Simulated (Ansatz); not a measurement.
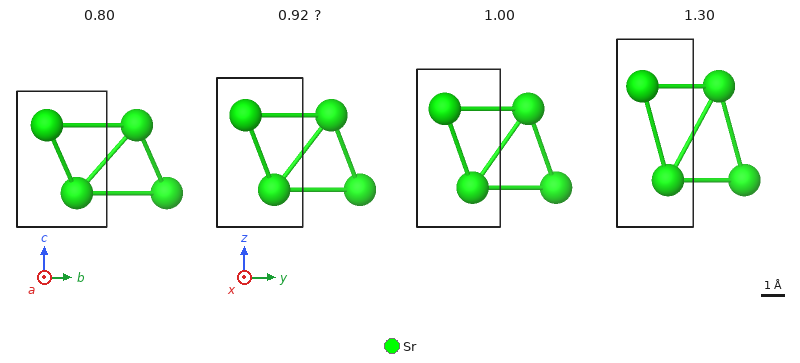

Crystalline Sr (P6_3/mmc): the ratio of the cell's length along z to its lengths across, counted as 1 for the reference, is changed at fixed volume (a c/a path), with the atoms kept at their fractional coordinates. x, y and z are the Cartesian axes of the input. The picture is a ball-and-stick view of the cell of the calculation, repeated 1 × 2 × 1 with one cell outlined, seen along the a axis.

These are results of DFT PBEsol, scalar-relativistic, plane waves, PAW in Ansatz 0.2.0, not measurements. Set-up: plane-wave cutoff 420 eV; k-point mesh 12 × 12 × 8; occupations gaussian; smearing width 0.15 eV; no spin polarisation. Energies (free energies at the smearing named) are counted from the cell as listed in its source, which wasn't relaxed.

| axial ratio over its reference value | ΔE (meV/atom) |
| --- | --- |
| 0.80 | 96.2 |
| 0.85 | 54.9 |
| 0.92 | ? |
| 0.96 | 4.0 |
| 1.00 | 0.0 |
| 1.05 | 5.0 |
| 1.10 | 20.7 |
| 1.20 | 82.7 |
| 1.30 | 177.7 |

Question: Estimate the missing energy from the other rows, and compare with the calculation.

Answer: A straight line between the two neighbours gives 22.5 meV/atom. A cubic through the four nearest rows (0.80, 0.85, 0.96, 1.00) gives, with Lagrange weights, (−0.1400)(96.2) + (0.4655)(54.9) + (0.9545)(4.0) + (−0.2800)(0.0) = 15.9 meV/atom. The calculation gives 15.5 meV/atom, so the cubic is 0.4 meV/atom too high and the straight line 7.0 meV/atom too high, as the curve bends upwards here.

The whole profile:

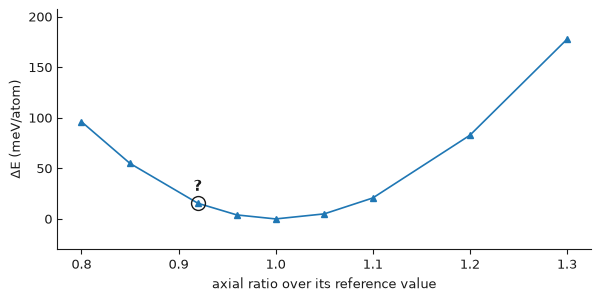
